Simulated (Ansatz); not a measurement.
## Electronic structure of Ta₈HN₈ (cell with a defect) in real space

Input

```
crystal:
  lattice:
    - [0.0, 0.0, -5.7955432031]
    - [5.9003693593, 0.0, 0.0]
    - [-2.9501846797, -5.1098697569, 0.0]
  atoms:
    - { symbol: Ta, position: [0.25, 0.8333333333, 0.1666666667] }
    - { symbol: Ta, position: [0.75, 0.8333333333, 0.1666666667] }
    - { symbol: Ta, position: [0.25, 0.3333333333, 0.1666666667] }
    - { symbol: Ta, position: [0.75, 0.3333333333, 0.1666666667] }
    - { symbol: Ta, position: [0.25, 0.8333333333, 0.6666666667] }
    - { symbol: Ta, position: [0.75, 0.8333333333, 0.6666666667] }
    - { symbol: Ta, position: [0.25, 0.3333333333, 0.6666666667] }
    - { symbol: Ta, position: [0.75, 0.3333333333, 0.6666666667] }
    - { symbol: "N", position: [0.5, 0.5, 0.0] }
    - { symbol: "N", position: [0.0, 0.5, 0.0] }
    - { symbol: "N", position: [0.5, 0.0, 0.0] }
    - { symbol: "N", position: [0.0, 0.0, 0.0] }
    - { symbol: "N", position: [0.5, 0.5, 0.5] }
    - { symbol: "N", position: [0.0, 0.5, 0.5] }
    - { symbol: "N", position: [0.5, 0.0, 0.5] }
    - { symbol: "N", position: [0.0, 0.0, 0.5] }
    - { symbol: H, position: [0.8969187253, 0.1488494035, 0.8459873213] }
basis:
  ecutwfc: 420
  xc_grid: 2
kpoints:
  mp_grid: { grid: [4, 5, 5], shift: [0.5, 0.0, 0.0] }
hamiltonian:
  xc: pbe
scf:
  occupations: { method: gaussian, width: 0.1 }
output:
  forces: true
  stress: false
  eigenvalues: true
  write_density: true
  write_potential: true
  elf: true
  volumetric_format: npy
relax:
  adjacent_minimum: "off"
  f_tol: 0.02
  max_steps: 60
```

Command:

```sh
ansatz run input.yaml --threads 4 --pin off --max-ram 10240MiB --backend cpu --events-out ev --progress --plain --runs-dir out
```

The fields are those of the run's last geometry, not of the input's.

Computed without spin polarisation.

Level of theory: DFT PBE, scalar-relativistic, plane waves, PAW in Ansatz 0.2.0.

The density is the valence pseudo-density of a PAW calculation; it isn't the true density close to the nuclei.

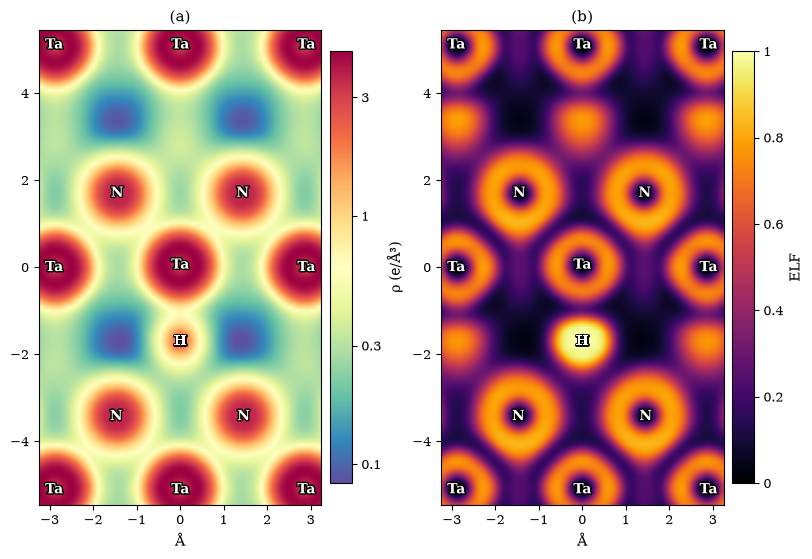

Figure 1. (a) valence charge density (pseudo); (b) electron localisation function on the (011) plane of the calculation cell.

Interpret the plot.

Answer. Atoms in the plane: Ta, N and H.
Ta–H (1.75 Å): ρ at the midpoint is about 1.2 e/Å³; the ELF climbs to about 1 towards the hydrogen.
Ta–N (2.19 Å): the density is about 0.59 e/Å³ at the midpoint; the ELF peaks at about 0.80 in the valence shell of N, 0.7 Å from its nucleus, and is about 0.20 at the midpoint; no localised pair shows between them.
Ta–N (2.21 Å): the density is about 0.56 e/Å³ at the midpoint; the ELF peaks at about 0.80 in the valence shell of N, 0.7 Å from its nucleus, and is about 0.20 at the midpoint; no shared electron pair shows on this line.
Ta–N (2.24 Å): ρ at the midpoint is about 0.52 e/Å³; the ELF peaks at about 0.80 in the valence shell of N, 0.7 Å from its nucleus, and is about 0.20 at the midpoint; no shared electron pair shows on this line.
Between the atoms the lowest density in this plane is 0.08 e/Å³.
The ELF has a maximum of about 0.80 in the space between the atoms, on no atom or two-centre bond.
The features right at Ta lie inside the PAW spheres, where the map follows smoothed inner orbitals and isn't to be read closely.

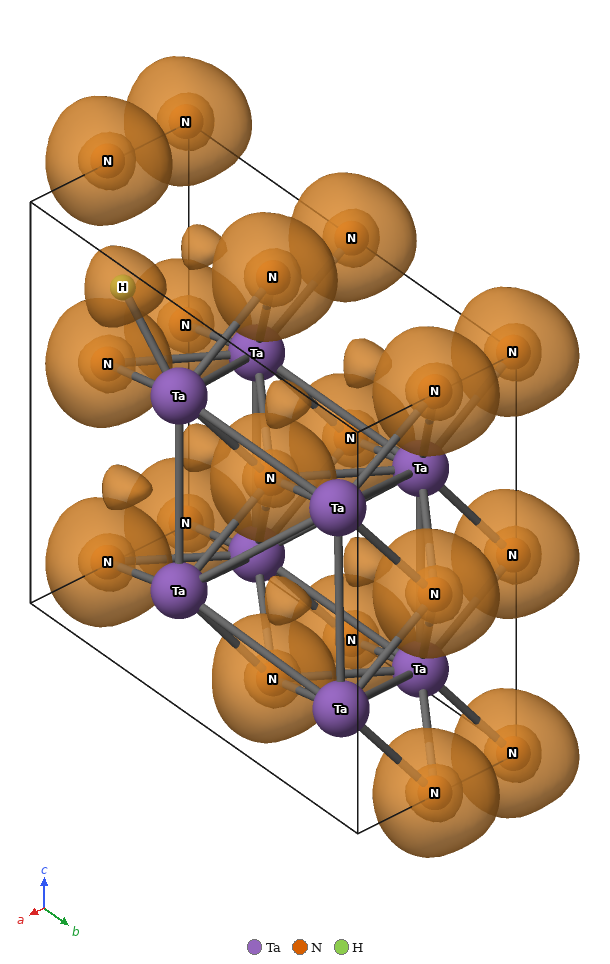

Figure 2. Isosurface of the electron localisation function at 0.65 (orange), seen slightly off an axis. Only the valence region is drawn (cores and ρ < 0.01 e/Å³ removed). Sticks mark near contacts.

Where are the electrons localised?

Answer. The ELF exceeds this value in one region around a hydrogen nucleus, eight regions wrapped around N (the valence shell of each) and seven pockets between the atoms, centred on no nucleus (multi-centre or interstitial), counted in one cell of 17 atoms. Regions shared between cells count once.

Does the calculation make it a metal, or give it a gap?

Answer. It is gapless in this calculation (a metal or semimetal).
